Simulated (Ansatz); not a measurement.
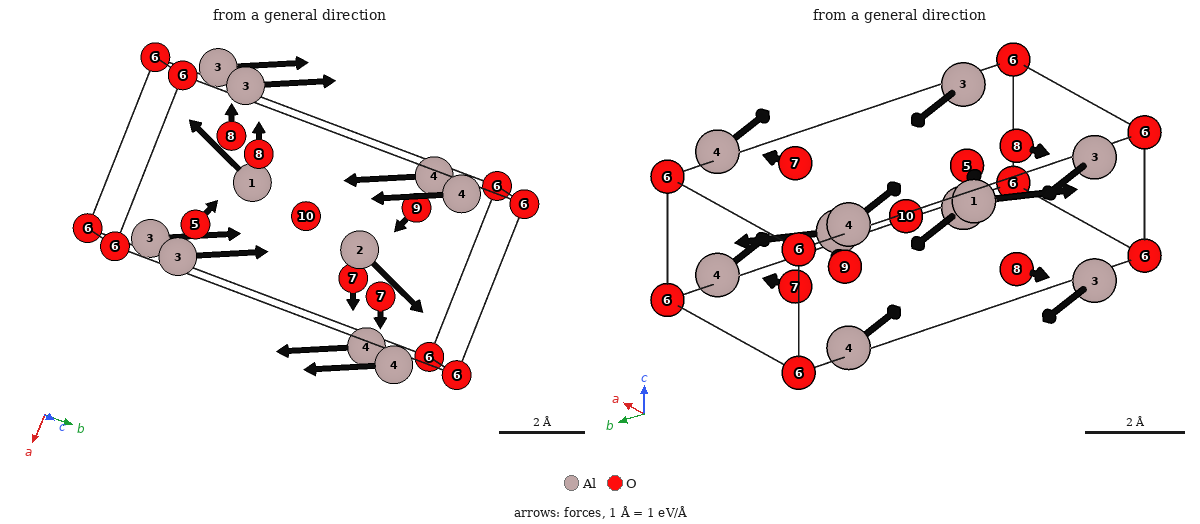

A spheres-only picture of a crystal structure, seen from two general directions. Atoms at the boundary of the simulation cell (the box) are drawn once for each face, edge or corner they touch. The arrows are the computed forces on the atoms.

System: Al₂O₃. Level of theory: Ansatz 0.2.0, DFT PBE, scalar-relativistic, plane waves, PAW. Settings were a basis cut at 420 eV, 6×4×8 k-mesh, Gaussian smearing of 0.05 eV, no spin polarisation.

Would an optimiser stop at this geometry?

No. The atoms still feel forces of up to about 1.8 eV/Å, far above a usual threshold of 0.01 to 0.03 eV/Å.

Which atom has the biggest force on it?

All Al atoms, about 1.8 eV/Å.

Provenance: a structure listed in the Materials Project. The cell was then strained or its atoms displaced on purpose. An electronic-structure calculation with Ansatz was run on it.
